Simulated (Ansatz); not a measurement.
Start from this file.

```xyz
8
Lattice="3.6247 0.0000 0.0000 0.0000 3.6247 0.0000 0.0000 0.0000 3.6247" Properties=species:S:1:pos:R:3 pbc="T T T"
B     0.0000    0.0000    0.0000
N     0.9062    0.9062    0.9062
B     0.0000    1.8123    1.8123
N     0.9062    2.7185    2.7185
B     1.8123    0.0000    1.8123
N     2.7185    0.9062    2.7185
B     1.8123    1.8123    0.0000
N     2.7185    2.7185    0.9062
```

Question: Describe what this structure looks like.

Answer: The structure is one of BN. Space group: F-43m (No. 216). Lattice: face-centred cubic. The prototype is zinc blende (sphalerite type). One cell contains 4 B, 4 N, 8 atoms in all. Each B atom is coordinated by four N in a tetrahedral arrangement at 1.57 Å. The neighbours of N are four B in a tetrahedral arrangement at 1.57 Å. The bonds build a three-dimensional framework.

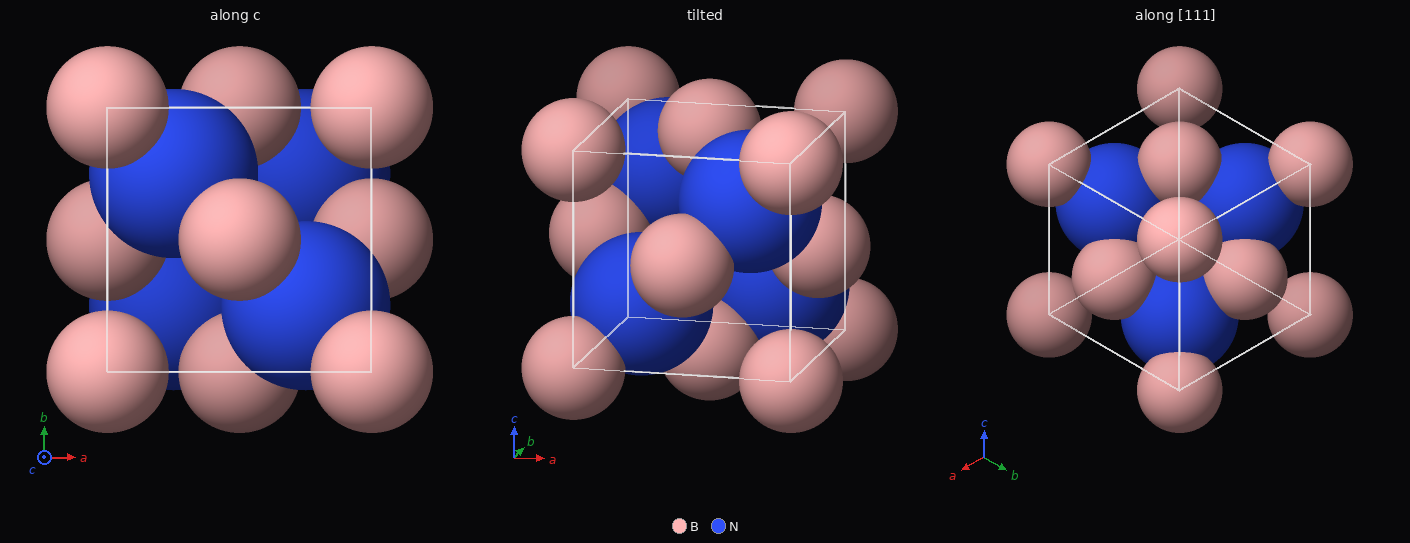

Figure: space-filling view along the c axis, slightly off an axis and along [111]. The conventional unit cell is drawn as a box.

Source of the structure: a structure listed in the Materials Project. This is the structure after a relaxation with DFT PBE, scalar-relativistic, plane waves, PAW (Ansatz 0.2.0).
